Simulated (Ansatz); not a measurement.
**Geometry relaxation of Ga$_{3}$AsP$_{2}$**

System: Ga$_{3}$AsP$_{2}$ (I-4m2, 6 atoms in the cell).
Method: DFT PBE, scalar-relativistic, plane waves, PAW, no spin polarisation (Ansatz 0.2.0).

The structure was made by a generator, so it may or may not be a known phase.

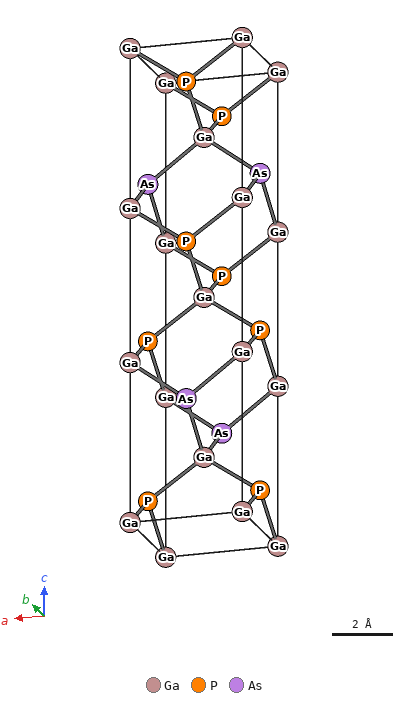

The structure as given in the input (ball-and-stick view of the cell 2 times as large as that of the calculation, set on its symmetry axes, seen at an oblique angle). An atom can appear more than once, as a periodic image.

## Key numbers

| quantity | value |
| --- | --- |
| outcome | converged |
| space group (tolerance 0.01 Å) | I-4m2 (119) |
| electrons treated | 64 |
| free energy | −17718.9334 eV |
| Fermi energy | 7.590 eV |
| gap on the k-point mesh | 1.04 eV |
| pressure | 0.00 GPa |
| final volume | 130.60 Å³ |
| largest force (length of the vector) at the end | 0.001 eV/Å |
| final cell | a = 8.835 Å, b = 8.835 Å, c = 8.835 Å, α = 154.19°, β = 154.19°, γ = 36.83° |
| hardware | 1 thread of Intel Xeon @ 2.50GHz (Skylake/Cascade Lake), 189 GiB of memory available, shared host |
| wall time | 4.2 min |
| peak memory | 0.68 GiB |

## Input file
```yaml
crystal:
  lattice:
    - [-1.9753143905, 1.9753143905, 8.3657194432]
    - [1.9753143905, -1.9753143905, 8.3657194432]
    - [1.9753143905, 1.9753143905, -8.3657194432]
  atoms:
    - { symbol: Ga, position: [0.0, 0.0, 0.0] }
    - { symbol: Ga, position: [0.6625457862, 0.6625457862, 0.0] }
    - { symbol: Ga, position: [0.3374542138, 0.3374542138, 0.0] }
    - { symbol: P, position: [0.581305409, 0.081305409, 0.5] }
    - { symbol: P, position: [0.918694591, 0.418694591, 0.5] }
    - { symbol: As, position: [0.25, 0.75, 0.5] }
basis:
  ecutwfc: 420
kpoints:
  mp_grid: { grid: [10, 10, 10] }
hamiltonian:
  xc: pbe
scf:
  occupations: { method: gaussian, width: 0.02 }
output:
  forces: true
  stress: true
  eigenvalues: true
relax:
  adjacent_minimum: "off"
  f_tol: 0.01
  max_steps: 80
  cell: { stress_tol: 0.05 }
```

Launch command:
```bash
ansatz run input.yaml --threads 1 --pin off --max-ram 2560MiB --backend cpu --events-out ev --progress --plain --runs-dir out
```

## What the program printed
```
basis.fft_grid_basis auto: the FFT boxes are laid along the combinations [[1, 0, 1], [0, 1, 1], [0, 0, 1]] of the cell's own vectors, 3.951, 3.951 and 8.820 Å long. The dense box has 27×27×60 points. Along the cell's own vectors, as sized, it would have 60×60×60, 4.94 times as many. Of the 8 symmetry operations that the crystal satisfies within crystal.symmetry.tolerance (time reversal apart; of a slab, those that keep its plane) the dense box along the cell's own vectors carries 8, and the one as laid loses 6 of those. basis.fft_grid_basis: typed keeps the cell's own vectors: state it where this run's energies or levels are differenced outside the engine with another run's, or held beside a run that keeps those vectors.
Engine: ansatz 0.2.0, x86_64-unknown-linux-gnu
Pseudopotentials: kind: paw
Pseudopotential: Ga, paw, valence charge 13, recommended cutoff 420 eV (normal), Ga.paw.azcp
Pseudopotential: P, paw, valence charge 5, recommended cutoff 420 eV (normal), P.paw.azcp
Pseudopotential: As, paw, valence charge 15, recommended cutoff 420 eV (normal), As.paw.azcp
Functional definition: PBE
  parameter kappa = 0.804
  parameter beta = 0.06672455060314922
  exchange = pbe_x(kappa = kappa, mu = beta*pi^2/3)
  correlation = pbe_c(beta = beta)
Crystal: 6 atoms, lattice volume = 130.568 Å³
Basis set: ecut = 420 eV, 2559 PW (Γ), FFT grids on a1+a3, a2+a3, a3, exchange–correlation on 54×54×120 points (8 copies of the dense FFT grid, shifted against one another)
Bands: 39, of which v1, the nominal top of the filled ones, is band 32 counted from 1 (31 counted from 0)
Symmetry: 8 space group operations
Space group: I-4m2 (ITA 119), of the structure as read, at distance tolerance 5.1e-5 Å
k-points: 102 of 1000 (time reversal used)
Non-local potential: Ga, projectors of the file, l = 0: 2, l = 1: 2, l = 2: 3, l = 3: 1
Non-local potential: P, projectors of the file, l = 0: 2, l = 1: 2, l = 2: 2
Non-local potential: As, projectors of the file, l = 0: 2, l = 1: 2, l = 2: 3, l = 3: 1
PAW form: soft (Blöchl's): semilocal exchange-correlation on the pseudo side does not see the compensation charge
PAW one-centre angular grid: Ga, 590 points (default); XC on 64 Gauss nodes
PAW one-centre angular grid: P, 110 points (default); XC on 64 Gauss nodes
PAW one-centre angular grid: As, 590 points (default); XC on 64 Gauss nodes
Initial density: superposition of atomic densities (neutral atoms: chi_scale 0, normalization atom), corrected by the library's trained network
Initial wavefunctions: pseudopotential atomic-orbital guess
Functional: x = pbe(κ = 0.804, μ = 0.2195149727645171), c = pbe(β = 0.06672455060314922)
SCF iter   1: F=—  HF=-17718.938312 eV  |F-HF|=—  |Δ(HF+E_count)|=         —  Δρ=1.65e-3  dr2=5.88e-3  ethr=1.77e-3  ⟨swp⟩=7.3  Hψ=16990  notcnv=0
preconditioner: auto → Resta (q_TF=auto, 2.423 Å⁻¹)  ε∞=3.9  [insulator: Δε(μ)=1.046 eV  Ē_g=14.035 eV  σ=0.020 eV  W_gap=1.00  n_scr=34 (ndim 8)  ℏωp=23.9 eV  f_vac=0.037  D(μ)=0.00/eV (n_scr^D=0)  ε∞_Penn≈3.9]
SCF iter   2: F=—  HF=-17718.933340 eV  |F-HF|=—  |Δ(HF+E_count)|=   4.97e-3  Δρ=1.09e-3  dr2=1.71e-3  ethr=9.19e-6  ⟨swp⟩=2.5  Hψ=8209  notcnv=0  defer=197
SCF iter   3: F=—  HF=-17718.933131 eV  |F-HF|=—  |Δ(HF+E_count)|=   2.09e-4  Δρ=4.60e-4  dr2=4.86e-4  ethr=2.68e-6  ⟨swp⟩=2.0  Hψ=6638  notcnv=0  defer=197
SCF iter   4: F=—  HF=-17718.933237 eV  |F-HF|=—  |Δ(HF+E_count)|=   1.06e-4  Δρ=1.97e-4  dr2=6.09e-5  ethr=7.59e-7  ⟨swp⟩=2.0  Hψ=5004  notcnv=0  defer=197
SCF iter   5: F=—  HF=-17718.933268 eV  |F-HF|=—  |Δ(HF+E_count)|=   3.19e-5  Δρ=5.03e-5  dr2=5.12e-6  ethr=9.52e-8  ⟨swp⟩=2.0  Hψ=6535  notcnv=0  defer=197
SCF iter   6: F=—  HF=-17718.933277 eV  |F-HF|=—  |Δ(HF+E_count)|=   8.11e-6  Δρ=1.30e-5  dr2=3.12e-7  ethr=8.00e-9  ⟨swp⟩=2.0  Hψ=6540  notcnv=0  defer=197
SCF iter   7: F=-17718.933277 eV  HF=-17718.933277 eV  |F-HF|=3.34e-9  |Δ(HF+E_count)|=   3.76e-7  Δρ=3.75e-6  dr2=1.82e-8  ethr=1.56e-10  ⟨swp⟩=10.0  Hψ=18595  notcnv=0
SCF 1 converged in 7 iterations: F = -17718.933277 eV  dr2 = 1.82e-8
  greatest PAW one-centre occupation: 0.999 electrons in one spin orbital (limit 2), on the As atom at site 5 (counted from 0), in its partial waves of l = 2
relax step   1: F+E_penalty+E_count = -17718.93327689 eV  Δ(F+E_penalty+E_count) = +0.000e0 eV  max|allowed force component| = 4.442e-3 eV/Å  Δτ_max = 0.0000 Å  P = +0.020 GPa  Ω = 130.568 Å³  (7 SCF iters, dr2 threshold 1.00e-7 eV, accepted)
Crystal: 6 atoms, lattice volume = 130.600 Å³
Basis set: ecut = 420 eV, 2545 PW (Γ), FFT grids on a1+a3, a2+a3, a3, exchange–correlation on 54×54×120 points (8 copies of the dense FFT grid, shifted against one another)
Initial density: handed on by an earlier stage of this run
Initial wavefunctions: those handed on with the density
iter 1 solved again at ethr=2.75e-8 eV; its pass at ethr=3.10e-3 eV (dr2=1.76e-5 eV) is discarded
SCF iter   1: F=—  HF=-17718.933389 eV  |F-HF|=—  |Δ(HF+E_count)|=         —  Δρ=1.25e-4  dr2=1.52e-5  ethr=2.75e-8  ⟨swp⟩=3.1  Hψ=19531  notcnv=0
preconditioner: auto → Resta (q_TF=auto, 2.423 Å⁻¹)  ε∞=3.9  [insulator: Δε(μ)=1.044 eV  Ē_g=14.026 eV  σ=0.020 eV  W_gap=1.00  n_scr=34 (ndim 8)  ℏωp=23.9 eV  f_vac=0.030  D(μ)=0.00/eV (n_scr^D=0)  ε∞_Penn≈3.9]
SCF iter   2: F=—  HF=-17718.933373 eV  |F-HF|=—  |Δ(HF+E_count)|=   1.57e-5  Δρ=7.52e-5  dr2=5.77e-6  ethr=2.38e-8  ⟨swp⟩=1.0  Hψ=3981  notcnv=0
SCF iter   3: F=—  HF=-17718.933374 eV  |F-HF|=—  |Δ(HF+E_count)|=   9.08e-7  Δρ=1.01e-5  dr2=1.18e-7  ethr=9.02e-9  ⟨swp⟩=2.0  Hψ=5402  notcnv=0
SCF iter   4: F=-17718.933374 eV  HF=-17718.933374 eV  |F-HF|=1.57e-8  |Δ(HF+E_count)|=   5.50e-8  Δρ=4.91e-6  dr2=1.85e-8  ethr=6.42e-11  ⟨swp⟩=6.2  Hψ=16811  notcnv=0
SCF 2 converged in 4 iterations: F = -17718.933374 eV  dr2 = 1.85e-8
relax step   2: F+E_penalty+E_count = -17718.93337385 eV  Δ(F+E_penalty+E_count) = -9.696e-5 eV  max|allowed force component| = 8.146e-4 eV/Å  Δτ_max = 0.0003 Å  P = +0.002 GPa  Ω = 130.600 Å³  energy of the carried Pulay correction = -7.085e-6 eV  (4 SCF iters, dr2 threshold 4.11e-8 eV, accepted)
Initial wavefunctions: pseudopotential atomic-orbital guess (no wavefunctions were taken with the density)
iter 1 solved again at ethr=5.36e-7 eV; its pass at ethr=3.10e-3 eV (dr2=3.43e-4 eV) is discarded
SCF iter   1: F=—  HF=-17718.933367 eV  |F-HF|=—  |Δ(HF+E_count)|=         —  Δρ=3.39e-5  dr2=5.56e-8  ethr=5.36e-7  ⟨swp⟩=3.2  Hψ=26484  notcnv=0
eigensolver tolerance schedule: the retry pair's looser diagonalisation over-reported the residual by 6176.26 of it (diagonalisation noise at an unbounded share of the residual, at the tolerance the schedule requests for it); recorded, not acted on — ethr = c·dr2/N_el stays at c = 1.0e-1
preconditioner: auto → Resta (q_TF=auto, 2.423 Å⁻¹)  ε∞=3.9  [insulator: Δε(μ)=1.043 eV  Ē_g=14.026 eV  σ=0.020 eV  W_gap=1.00  n_scr=34 (ndim 8)  ℏωp=23.9 eV  f_vac=0.029  D(μ)=0.00/eV (n_scr^D=0)  ε∞_Penn≈3.9]
SCF iter   2: F=—  HF=-17718.933374 eV  |F-HF|=—  |Δ(HF+E_count)|=   7.04e-6  Δρ=1.72e-5  dr2=1.78e-8  ethr=8.68e-11  ⟨swp⟩=3.2  Hψ=9858  notcnv=0
SCF iter   3: F=—  HF=-17718.933380 eV  |F-HF|=—  |Δ(HF+E_count)|=   6.62e-6  Δρ=8.21e-6  dr2=4.83e-9  ethr=2.78e-11  ⟨swp⟩=2.0  Hψ=6466  notcnv=0
SCF iter   4: F=—  HF=-17718.933382 eV  |F-HF|=—  |Δ(HF+E_count)|=   1.92e-6  Δρ=9.78e-7  dr2=4.50e-10  ethr=7.55e-12  ⟨swp⟩=2.0  Hψ=5190  notcnv=0
SCF iter   5: F=-17718.933382 eV  HF=-17718.933382 eV  |F-HF|=1.96e-9  |Δ(HF+E_count)|=   1.75e-8  Δρ=3.13e-7  dr2=5.18e-11  ethr=1.00e-12  ⟨swp⟩=4.4  Hψ=19500  notcnv=0
SCF 3 converged in 5 iterations: F = -17718.933382 eV  dr2 = 5.18e-11
relax step   3: F+E_penalty+E_count = -17718.93338243 eV  Δ(F+E_penalty+E_count) = -8.580e-6 eV  max|allowed force component| = 8.106e-4 eV/Å  Δτ_max = 0.0000 Å  P = +0.003 GPa  Ω = 130.600 Å³  stress off target by 2.24e-2 GPa  SCF on the basis re-selected at this cell (its energy is not comparable with the rows above)  (5 SCF iters)
```

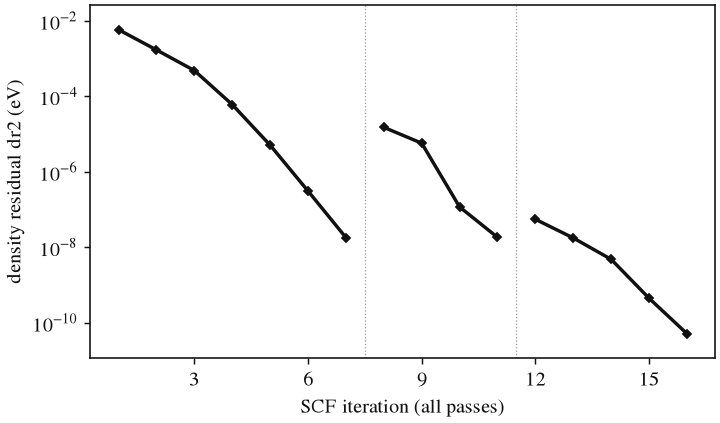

Convergence of the self-consistent field: density residual dr2 against the SCF iteration. The dotted lines part the SCF passes of the relaxation: geometry steps, rejected trials and re-solves on a re-selected basis. The passes take 7, 4 and 5 iterations.

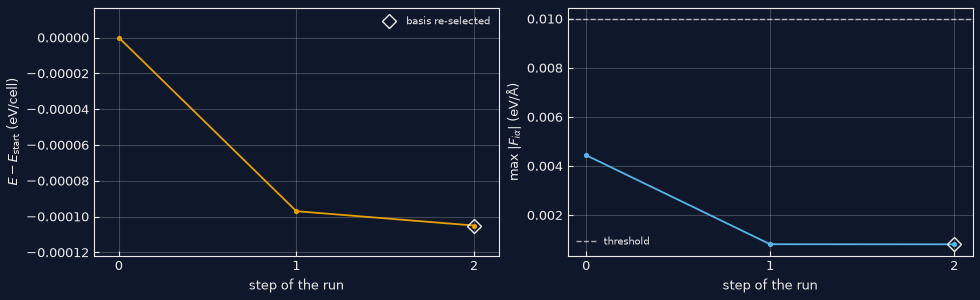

Progress of the relaxation, step by step (the first geometry is step 0 here and step 1 in the log). After 1 geometry step the energy has fallen by 0.1 meV per cell of the calculation. Largest force component: 0.0044 eV/Å at the start, 0.00081 eV/Å at the end. Pressure: 0.02 GPa at the start and 0.00 GPa at the end. The atoms keep their places relative to the cell (all moves are under 0.005 Å). The space group stays I-4m2 (No. 119). A last SCF at the same geometry on a re-selected plane-wave basis shifts the energy by next to nothing (0.0 meV per cell of the calculation).

```
basis re-selected at this cell: Δ(F+E_penalty+E_count) = -8.580e-6 eV, ΔP = +0.000 GPa vs the last step (what re-selecting the basis moved, of the pressure what is left beyond the Pulay correction that the steps carried, after the strain that the cell walked since its last selection, with what the two solves' SCF thresholds leave and, on support functions, any second-order correction that the steps lacked; it is no measure of the basis error at this ecutwfc). This SCF's stress stands 2.24e-2 GPa from its target on what of the cell is left free (relax.cell.stress_tol is 5.00e-2 GPa) and its largest allowed force component is 8.11e-4 eV/Å (relax.f_tol is 1.00e-2 eV/Å): within both
SCF converged after 5 iterations
Free energy (F): -17718.933382 eV
Harris-Foulkes:  -17718.933382 eV  (|F-HF|=1.96e-9)
Internal energy: -17718.933382 eV  (E = F + TS)
E sigma→0 (E₀):  -17718.933382 eV
Fermi energy:    7.590111 eV
--- Per-component energies (eV) ---
  E_band       = -455.560653
  E_kinetic    = 588.824623
  E_local      = -8798.631456  (includes V_loc(G=0)·N_el)
  E_nonlocal   = 671.836318
  E_hartree    = 4237.247878
  E_xc         = -408.386455
  E_vxc        = -373.375508  (∫ρ·V_xc dr)
  E_paw        = -8941.593245  (= ΣΔE_a)
  E_vpaw       = -1018.710057  (= ΣTr[D̂ρ^β])
  E_aug_tail   = -0.000333  (compensation charges beyond the density's cutoff)
  E_ewald      = -5068.230713
  E_smearing   = -0.000000  (= −TS)
  E_closure    = 0.000000  (closes the sum)
  Σ components = -17718.933382   (vs F -17718.933382, Δ=0.00e0)
--- Forces (eV/Å), atoms counted from 1 ---
  atom   1  Ga    -0.00000000    -0.00000000     0.00000000
  atom   2  Ga    -0.00000000    -0.00000000     0.00011177
  atom   3  Ga    -0.00000000    -0.00000000    -0.00011177
  atom   4  P      0.00000000     0.00000000     0.00081060
  atom   5  P      0.00000000     0.00000000    -0.00081060
  atom   6  As     0.00000000     0.00000000     0.00000000
  max |Σ_I F_I| component: 3.62e-17 eV/Å
--- Stress (GPa, compression-positive) ---
        0.014988      -0.000000       0.000000
       -0.000000       0.014988       0.000000
        0.000000       0.000000      -0.022401
  P = ⅓ Tr σ = 0.0025 GPa (0.025 kbar)
--- Band table (eV; the first three rows and the last of 102) ---
  k-point 0: bands = ["-27.8195", "-27.8195", "-27.8147", "-27.8128", "-27.8050", "-7.6283", "-7.6022", "-7.5432", "-7.5432", "-7.5310", "-7.4944", "-7.4944", "-7.4929", "-7.4826", "-7.4826", "-7.4617", "-7.4555", "-7.4437", "-7.4339", "-7.4311", "-5.2870", "-3.7753", "-3.5542", "1.9213", "1.9920", "4.7226", "4.7226", "5.0711", "5.0711", "7.0169", "7.0683", "7.0683", "8.1116", "8.6681", "8.8353", "9.8038", "9.9131", "10.8696", "10.8696"]
  k-point 1: bands = ["-27.8195", "-27.8195", "-27.8144", "-27.8128", "-27.8051", "-7.6249", "-7.6009", "-7.5533", "-7.5404", "-7.5262", "-7.4981", "-7.4974", "-7.4915", "-7.4856", "-7.4847", "-7.4618", "-7.4520", "-7.4426", "-7.4353", "-7.4325", "-5.1276", "-3.6725", "-3.4504", "1.7388", "1.7947", "4.3397", "4.5014", "4.9079", "5.0225", "5.7921", "6.5974", "6.6388", "9.2658", "9.4714", "9.5986", "10.3292", "10.4449", "10.4694", "11.4775"]
  k-point 2: bands = ["-27.8196", "-27.8196", "-27.8138", "-27.8125", "-27.8052", "-7.6196", "-7.6017", "-7.5786", "-7.5342", "-7.5133", "-7.5002", "-7.4982", "-7.4971", "-7.4880", "-7.4810", "-7.4649", "-7.4452", "-7.4421", "-7.4371", "-7.4369", "-4.6664", "-3.3975", "-3.1740", "1.3105", "1.3511", "3.6305", "3.7782", "4.0431", "5.0871", "5.2464", "5.8041", "5.8393", "9.4954", "10.3866", "10.7318", "10.8064", "11.4156", "11.5945", "12.0596"]
  k-point 101: bands = ["-27.8195", "-27.8195", "-27.8147", "-27.8128", "-27.8050", "-7.6395", "-7.5689", "-7.5555", "-7.5400", "-7.5400", "-7.5052", "-7.5052", "-7.4939", "-7.4750", "-7.4750", "-7.4614", "-7.4524", "-7.4452", "-7.4359", "-7.4295", "-4.9077", "-4.7893", "-2.6278", "0.4195", "4.4356", "4.4356", "4.5243", "4.6827", "5.9086", "5.9086", "6.2958", "6.2958", "8.6897", "8.7536", "9.5043", "9.9795", "10.4027", "10.4402", "12.2793"]
--- Relaxed structure (2 steps of the walk, 2 accepted, 1 SCFs on fresh bases) ---
  F+E_penalty+E_count = -17718.93338243 eV   max|allowed force component| = 8.106e-4 eV/Å   (the final SCF, on the basis selected at the relaxed cell)
  cell:  # Å, volume = 130.5996 Å³
    - [-1.973528310681399, 1.973528310681399, 8.382915838227506]
    - [1.973528310681399, -1.973528310681399, 8.382915838227506]
    - [1.973528310681399, 1.973528310681399, -8.382915838227506]
  atoms:
    - { symbol: Ga, position: [-1.3500061419388064e-22, -1.3500061419389284e-22, -9.140617471054837e-36] }
    - { symbol: Ga, position: [0.6625269662027138, 0.6625269662027138, 4.872616277571899e-35] }
    - { symbol: Ga, position: [0.33747303379728627, 0.33747303379728627, 1.0305759797661464e-34] }
    - { symbol: P, position: [0.5813004452857061, 0.08130044528570622, 0.49999999999999994] }
    - { symbol: P, position: [0.9186995547142937, 0.41869955471429376, 0.5] }
    - { symbol: As, position: [0.24999999999999997, 0.75, 0.4999999999999999] }
```

## Trajectory as extended XYZ (Å, eV, eV/Å), 3 frames, from step=1 to step=3
```
6
Lattice="-1.9753 1.9753 8.3657 1.9753 -1.9753 8.3657 1.9753 1.9753 -8.3657" Properties=species:S:1:pos:R:3:forces:R:3 step=1 energy=-17718.93328 pressure_GPa=0.02
Ga    0.0000    0.0000    0.0000    0.0000   0.0000   0.0000
Ga    0.0000    0.0000   11.0853    0.0000   0.0000  -0.0044
Ga    0.0000    0.0000    5.6461    0.0000   0.0000   0.0044
P     0.0000    1.9753    1.3604    0.0000   0.0000   0.0011
P     0.0000    1.9753    7.0054    0.0000   0.0000  -0.0011
As    1.9753    0.0000    4.1829    0.0000   0.0000   0.0000
6
Lattice="-1.9735 1.9735 8.3829 1.9735 -1.9735 8.3829 1.9735 1.9735 -8.3829" Properties=species:S:1:pos:R:3:forces:R:3 step=2 energy=-17718.93337 pressure_GPa=0.00
Ga    0.0000    0.0000    0.0000    0.0000   0.0000   0.0000
Ga    0.0000    0.0000   11.1078    0.0000   0.0000   0.0001
Ga    0.0000    0.0000    5.6580    0.0000   0.0000  -0.0001
P     0.0000    1.9735    1.3631    0.0000   0.0000   0.0008
P     0.0000    1.9735    7.0198    0.0000   0.0000  -0.0008
As    1.9735    0.0000    4.1915    0.0000   0.0000   0.0000
6
Lattice="-1.9735 1.9735 8.3829 1.9735 -1.9735 8.3829 1.9735 1.9735 -8.3829" Properties=species:S:1:pos:R:3:forces:R:3 step=3 energy=-17718.93338 pressure_GPa=0.00
Ga    0.0000    0.0000    0.0000    0.0000   0.0000   0.0000
Ga    0.0000    0.0000   11.1078    0.0000   0.0000   0.0001
Ga    0.0000    0.0000    5.6580    0.0000   0.0000  -0.0001
P     0.0000    1.9735    1.3631    0.0000   0.0000   0.0008
P     0.0000    1.9735    7.0198    0.0000   0.0000  -0.0008
As    1.9735    0.0000    4.1915    0.0000   0.0000   0.0000
```

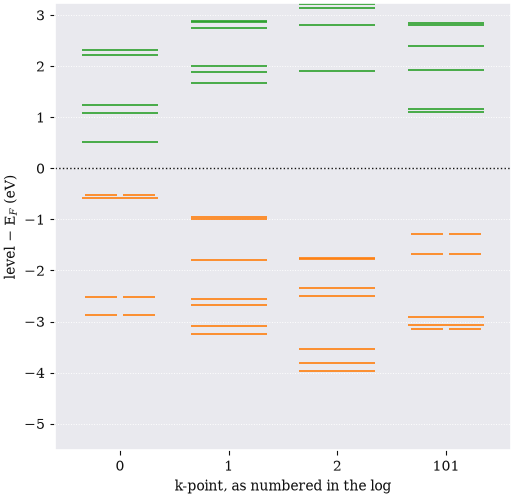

Kohn–Sham levels near the Fermi level (dotted) at the few k-points that the log prints; levels within 0.02 eV of each other stand side by side. Among these points the highest filled and lowest empty levels are 1.04 eV apart, which is the gap on the mesh.
